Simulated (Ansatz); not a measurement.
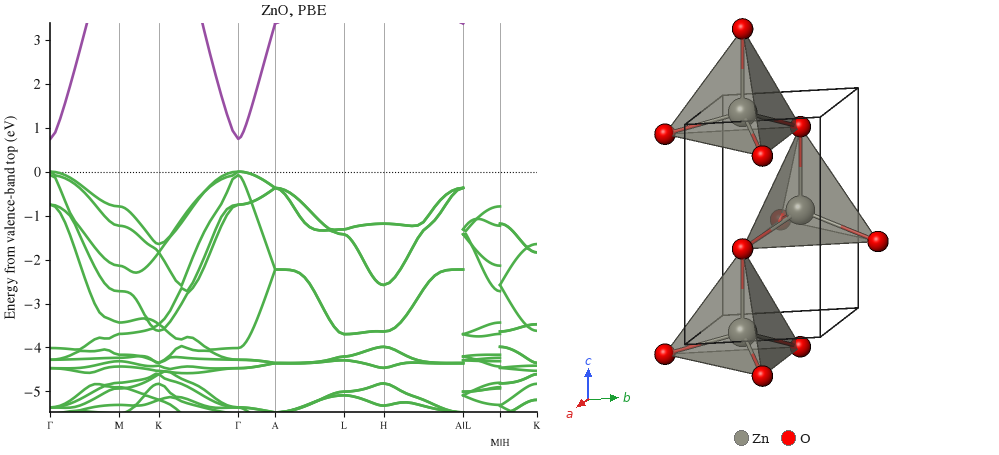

Band structure, beside the structure. Energies are counted from the top of the valence band.

System: ZnO, space group P6_3mc, 4 atoms in the cell.

Level of theory: DFT PBE, scalar-relativistic, plane waves, PAW, no spin polarisation, 12×12×6 k mesh; code Ansatz.

Question: What does the band structure say about the gap?

Answer: A semiconductor. The gap along this path is 0.74 eV and direct: both edges lie at Γ.

Question: How many bands meet at the valence-band top?

Answer: Two bands meet at the valence-band top at Γ: it is doubly degenerate (spin aside). The next level lies only 0.08 eV lower.
